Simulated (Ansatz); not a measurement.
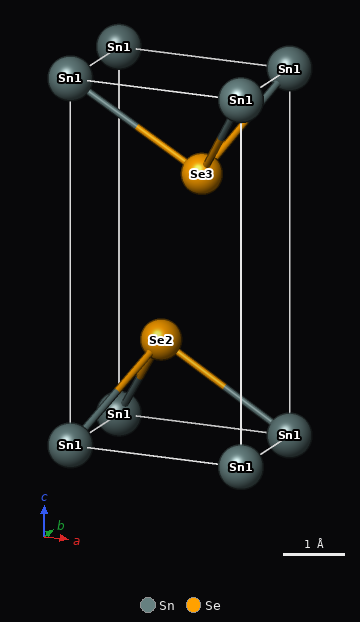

**Figure 1.** The input geometry (ball-and-stick view of the cell of the calculation, seen slightly off an axis; atoms are numbered from 1 in the order of the input). An atom can appear more than once, as a periodic image. Near neighbours in the periodic cell (some may lie outside the picture): Sn has 6 Se at 2.65 to 2.71 Å; Se has 3 Sn at 2.65 to 2.71 Å.

**SnSe$_{2}$: single-point calculation**

SnSe$_{2}$ (Cm, 3 atoms in the cell), computed with DFT r2SCAN, scalar-relativistic, plane waves, PAW, no spin polarisation (Ansatz 0.2.0).

The structure derives from an entry of the Crystallography Open Database. It belongs to a series of runs on one base structure; here: all Se atoms moved +0.037 Å, as atom 2 along Cartesian [0 1 0]. Figures and captions count atoms from 1; the log counts them from 0 in places.

## Output
```
Engine: ansatz 0.2.0, x86_64-unknown-linux-gnu
Pseudopotentials: kind: paw
Pseudopotential: Sn, paw, valence charge 14, recommended cutoff 500 eV (meta_gga), Sn.paw.azcp
Pseudopotential: Se, paw, valence charge 16, recommended cutoff 500 eV (meta_gga), Se.paw.azcp
Functional definition: r2SCAN
  parameter k0 = 0.174
  parameter k1 = 0.065
  parameter a1 = 4.9479
  exchange = r2scan_x(k0 = k0, k1 = k1, a1 = a1)
  correlation = r2scan_c
Crystal: 3 atoms, lattice volume = 77.191 Å³
Basis set: ecut = 500 eV, 1949 PW (Γ), exchange–correlation on 120×120×180 points (64 copies of the dense FFT grid, shifted against one another)
Bands: 28, of which v1, the nominal top of the filled ones, is band 23 counted from 1 (22 counted from 0)
Symmetry: 2 space group operations
Space group: Cm (ITA 8), of the structure as read, at distance tolerance 4.3e-5 Å
k-points: 242 of 864 (time reversal used)
Non-local potential: Sn, projectors of the file, l = 0: 2, l = 1: 2, l = 2: 2, l = 3: 2
Non-local potential: Se, projectors of the file, l = 0: 2, l = 1: 2, l = 2: 3, l = 3: 1
PAW form: soft (Blöchl's): semilocal exchange-correlation on the pseudo side does not see the compensation charge
PAW frozen core: Sn, regenerated for the run's functional (the file was generated under x = pbe(κ = 0.804, μ = 0.2195149727645171), c = pbe(β = 0.06672455060314922))
PAW frozen core: Se, regenerated for the run's functional (the file was generated under x = pbe(κ = 0.804, μ = 0.2195149727645171), c = pbe(β = 0.06672455060314922))
PAW one-centre angular grid: Sn, 590 points (default); XC on 249 of its mesh's 2787 points in the sphere
PAW one-centre angular grid: Se, 590 points (default); XC on 160 Gauss nodes
Initial density: superposition of atomic densities (neutral atoms: chi_scale 0, normalization atom), corrected by the library's trained network
Initial wavefunctions: pseudopotential atomic-orbital guess
Functional: x = r2scan, c = r2scan; τ floored in thin density (d = 2e-4 eV/Å³)
SCF iter   1: F=—  HF=-16996.104856 eV  |F-HF|=—  |Δ(HF+E_count)|=         —  Δρ=6.55e-3  dr2=5.24e-2  dr2_τ=8.20e-3  ethr=1.77e-3  ⟨swp⟩=6.4  Hψ=30065  notcnv=0
preconditioner: auto → Resta (q_TF=auto, 2.503 Å⁻¹)  ε∞=2.6  [insulator: Δε(μ)=1.053 eV  Ē_g=17.028 eV  σ=0.050 eV  W_gap=1.00  n_scr=22 (ndim 8)  ℏωp=21.6 eV  f_vac=0.079  D(μ)=0.00/eV (n_scr^D=0)  ε∞_Penn≈2.6]
SCF iter   2: F=—  HF=-16996.122965 eV  |F-HF|=—  |Δ(HF+E_count)|=   1.81e-2  Δρ=3.08e-3  dr2=5.57e-3  dr2_τ=2.04e-4  ethr=1.14e-4  ⟨swp⟩=2.4  Hψ=13046  notcnv=0  defer=242
SCF iter   3: F=—  HF=-16996.123280 eV  |F-HF|=—  |Δ(HF+E_count)|=   3.16e-4  Δρ=1.16e-3  dr2=7.21e-4  dr2_τ=1.38e-5  ethr=1.21e-5  ⟨swp⟩=2.9  Hψ=11511  notcnv=0  defer=242
SCF iter   4: F=—  HF=-16996.123350 eV  |F-HF|=—  |Δ(HF+E_count)|=   6.98e-5  Δρ=2.41e-4  dr2=2.51e-5  dr2_τ=1.05e-6  ethr=1.57e-6  ⟨swp⟩=2.1  Hψ=8787  notcnv=0  defer=242
SCF iter   5: F=—  HF=-16996.123361 eV  |F-HF|=—  |Δ(HF+E_count)|=   1.10e-5  Δρ=7.33e-5  dr2=2.52e-6  dr2_τ=6.10e-8  ethr=5.45e-8  ⟨swp⟩=2.0  Hψ=11588  notcnv=0  defer=242
SCF iter   6: F=-16996.123363 eV  HF=-16996.123363 eV  |F-HF|=1.49e-8  |Δ(HF+E_count)|=   1.76e-6  Δρ=6.89e-6  dr2=3.57e-8  dr2_τ=7.21e-10  ethr=2.17e-10  ⟨swp⟩=11.9  Hψ=49643  notcnv=0
SCF 1 converged in 6 iterations: F = -16996.123363 eV  dr2 = 3.57e-8
  greatest PAW one-centre occupation: 1.000 electrons in one spin orbital (limit 2), on the Se atom at site 2 (counted from 0), in its partial waves of l = 2
```

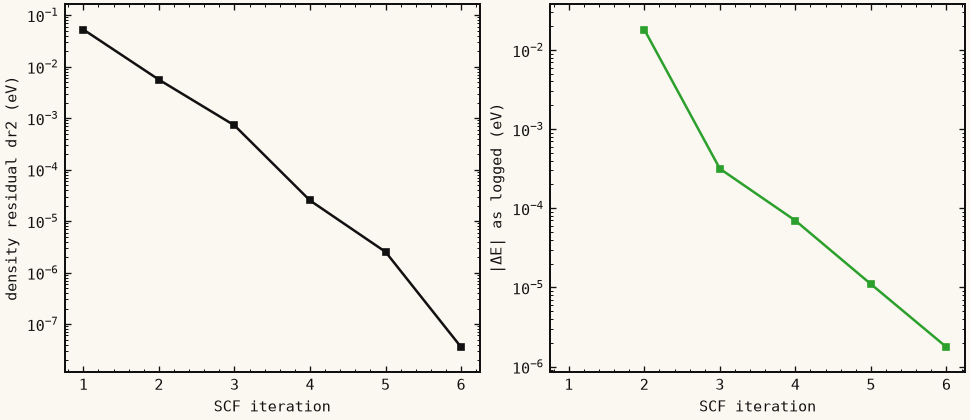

**Figure 2.** Convergence of the self-consistent field: density residual dr2 and size of the energy change against the SCF iteration. The residual falls at every step.

```
SCF converged after 6 iterations
Free energy (F): -16996.123363 eV
Harris-Foulkes:  -16996.123363 eV  (|F-HF|=1.49e-8)
Internal energy: -16996.123363 eV  (E = F + TS)
E sigma→0 (E₀):  -16996.123363 eV
Fermi energy:    8.358223 eV
--- Per-component energies (eV) ---
  E_band       = -895.198476
  E_kinetic    = 426.367841
  E_local      = -6088.073920  (includes V_loc(G=0)·N_el)
  E_nonlocal   = -1222.089466
  E_hartree    = 3122.704628
  E_xc         = -570.364851
  E_vxc        = -314.790416  (∫ρ·V_xc dr)
  E_paw        = -8014.965383  (= ΣΔE_a)
  E_vpaw       = 41.296097  (= ΣTr[D̂ρ^β])
  E_aug_tail   = -0.000416  (compensation charges beyond the density's cutoff)
  E_vtau       = 16.690624  (kinetic-family band-sum trace: ∫τ·v_τ [+ j·A + Jᵃ·Aᵃ] dr)
  E_ewald      = -4646.907575
  E_core_change = -2.794221  (= ΣΔE_core)
  E_smearing   = -0.000000  (= −TS)
  E_closure    = 0.000000  (closes the sum)
  Σ components = -16996.123363   (vs F -16996.123363, Δ=0.00e0)
--- Forces (eV/Å), atoms counted from 1 ---
  atom   1  Sn     0.00000000     0.24224965     0.00052025
  atom   2  Se     0.00000000    -0.11397489     0.45376761
  atom   3  Se    -0.00000000    -0.12828005    -0.45428700
  max |Σ_I F_I| component: 5.29e-6 eV/Å
--- Stress (GPa, compression-positive) ---
        2.882430       0.000000       0.000000
        0.000000       2.918538       0.046493
        0.000000       0.046493       4.230101
  P = ⅓ Tr σ = 3.3437 GPa (33.437 kbar)
--- Band table (eV; the first three rows and the last of 242) ---
  k-point 0: bands = ["-39.7142", "-39.7140", "-39.7133", "-39.7130", "-39.6814", "-39.6813", "-39.6759", "-39.6757", "-39.6637", "-39.6634", "-14.1533", "-14.1527", "-14.1058", "-14.0932", "-14.0930", "-6.6632", "-4.8287", "1.6903", "7.1026", "7.1042", "7.4300", "7.4316", "7.8127", "9.3485", "11.2956", "12.8806", "12.8837", "16.6218"]
  k-point 1: bands = ["-39.7142", "-39.7140", "-39.7133", "-39.7130", "-39.6814", "-39.6813", "-39.6759", "-39.6757", "-39.6637", "-39.6634", "-14.1533", "-14.1527", "-14.1057", "-14.0932", "-14.0930", "-6.6235", "-4.9139", "1.8998", "7.0732", "7.0745", "7.1736", "7.4759", "7.4780", "9.8289", "11.3018", "12.8074", "12.8111", "16.7664"]
  k-point 2: bands = ["-39.7142", "-39.7140", "-39.7133", "-39.7130", "-39.6814", "-39.6813", "-39.6759", "-39.6757", "-39.6636", "-39.6635", "-14.1533", "-14.1527", "-14.1057", "-14.0933", "-14.0930", "-6.5331", "-5.0910", "2.3913", "6.2075", "7.0287", "7.0304", "7.5512", "7.5517", "10.4222", "11.2994", "12.6674", "12.6725", "16.7571"]
  k-point 241: bands = ["-39.7138", "-39.7137", "-39.7128", "-39.7128", "-39.6815", "-39.6813", "-39.6760", "-39.6759", "-39.6632", "-39.6631", "-14.1953", "-14.1530", "-14.1017", "-14.0878", "-14.0684", "-4.9270", "-4.3653", "0.6397", "3.3642", "4.0476", "4.8600", "7.1217", "7.3536", "10.4398", "12.8634", "13.7843", "14.4246", "15.7103"]
```

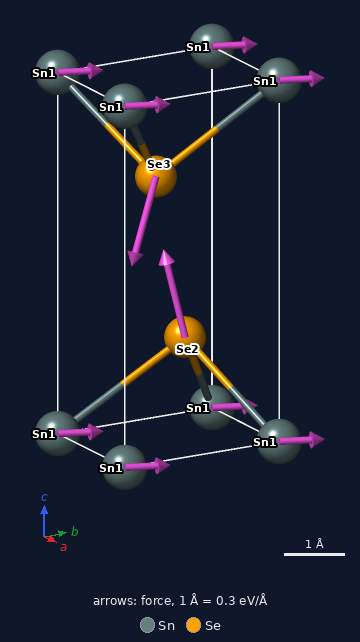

**Figure 3.** Forces on the atoms as pink arrows (ball-and-stick view of the cell of the calculation, seen slightly off an axis; atoms are numbered from 1 in the order of the input). The largest act on Se2, Se3 (0.47 eV/Å); Sn1 (0.24 eV/Å). The geometry is not a stationary point of this energy.

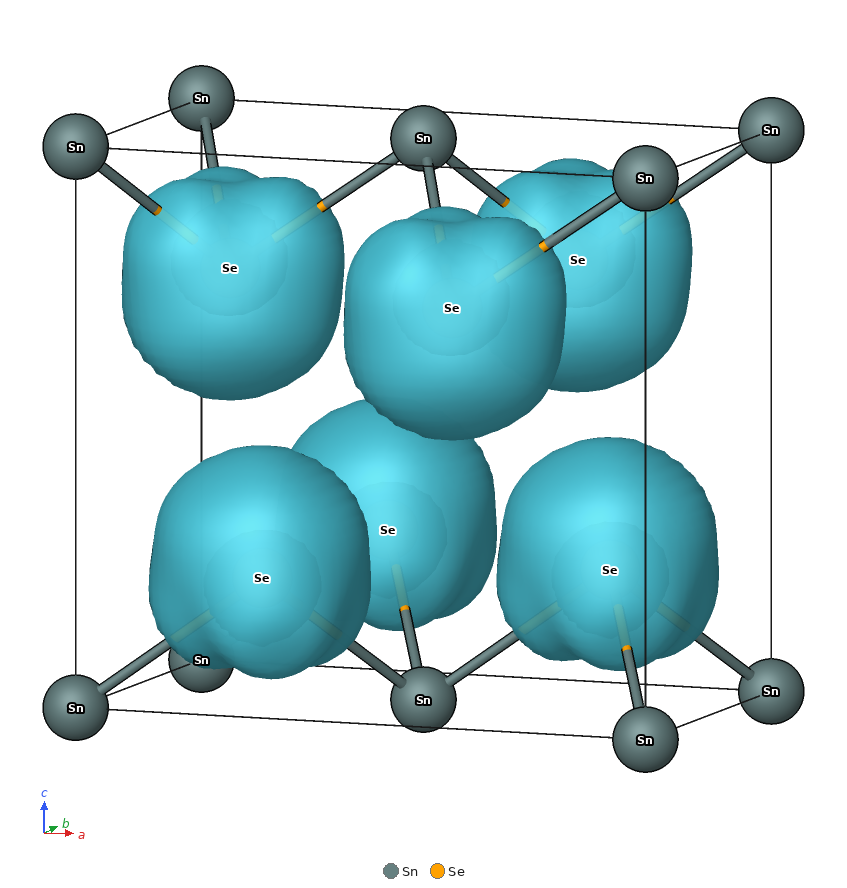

**Figure 4.** Isosurface of the electron localisation function at 0.7 (cyan), seen slightly off an axis. Core shells and regions of very low density are left out. Sticks mark near contacts. The outline is the cell set on symmetry axes. Values along the shortest contacts: Sn–Se (2.65 Å): the ELF is about 0.65 at the midpoint. Sn–Se (2.70 Å): the ELF is about 0.60 at the midpoint. The fields are those of the smooth PAW valence density.

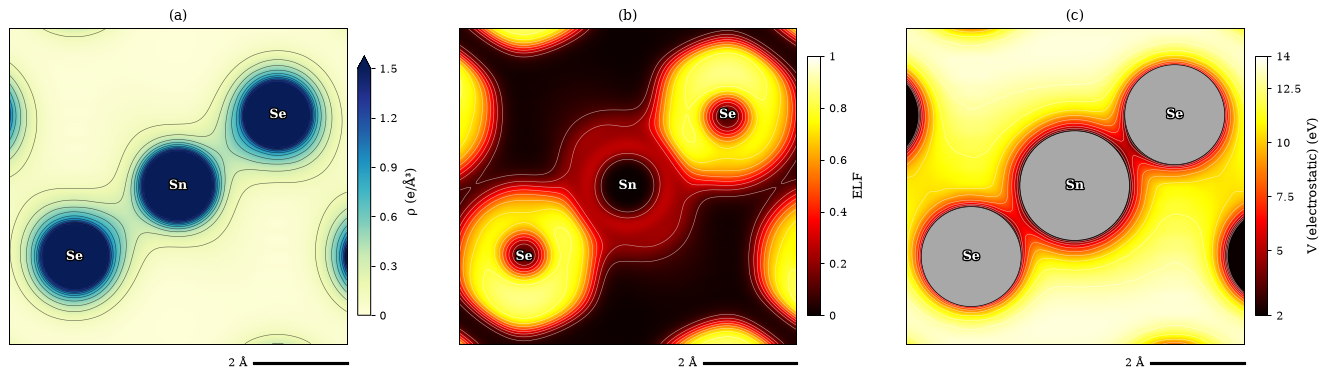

**Figure 5.** (a) valence electron density; (b) electron localisation function; (c) electrostatic potential energy of an electron on the (010) plane of the conventional cell. Grey discs, where drawn, cover atomic cores. The section cuts through Sn and Se sites. Sn–Se (2.65 Å): the density is about 0.44 e/Å³ at the midpoint; the ELF is about 0.65 at the midpoint. Sn–Se (2.71 Å): ρ is about 0.4 e/Å³ halfway; the ELF is about 0.60 at the midpoint. Away from the nuclei the density in this plane falls to 0.009 e/Å³ at its lowest. Outside the cores the potential energy rises away from the atoms and is highest about 2.5 Å from the nearest atoms; outside the discs it spans about 11 eV, and its zero is arbitrary.

The run was set up as follows.

## The input
```yaml
crystal:
  lattice:
    - [3.8109987816, 0.0, 0.0]
    - [-1.9054993908, 3.3004217586, 0.0]
    - [0.0, 0.0, 6.137]
  atoms:
    - { symbol: Sn, position: [0.0, 0.0, 0.0] }
    - { symbol: Se, position: [0.3390144254, 0.6780288509, 0.25] }
    - { symbol: Se, position: [0.6723477588, 0.3446955175, 0.75] }
basis:
  ecutwfc: 500
kpoints:
  mp_grid: { grid: [12, 12, 6] }
hamiltonian:
  xc: r2scan
scf:
  occupations: { method: gaussian, width: 0.05 }
output:
  forces: true
  stress: true
  eigenvalues: true
  write_density: true
  write_potential: true
  elf: true
  volumetric_format: npy
```

Launch command:
```bash
ansatz run input.yaml --threads 1 --pin off --max-ram 2560MiB --backend cpu --events-out ev --progress --plain --runs-dir out
```

## Results in brief

```json
{"quantity": "outcome", "value": "converged"}
{"quantity": "space group (tolerance 0.01 Å)", "value": "Cm (8)"}
{"quantity": "electrons treated", "value": "46"}
{"quantity": "free energy", "value": "−16996.1234 eV"}
{"quantity": "Fermi energy", "value": "8.358 eV"}
{"quantity": "gap on the k-point mesh", "value": "1.01 eV"}
{"quantity": "pressure", "value": "3.34 GPa"}
{"quantity": "largest force (length of the vector)", "value": "0.472 eV/Å"}
{"quantity": "hardware", "value": "1 thread of Intel Xeon @ 2.70GHz, 189 GiB of memory available, shared host"}
{"quantity": "wall time", "value": "93 s"}
{"quantity": "peak memory", "value": "0.84 GiB"}
```
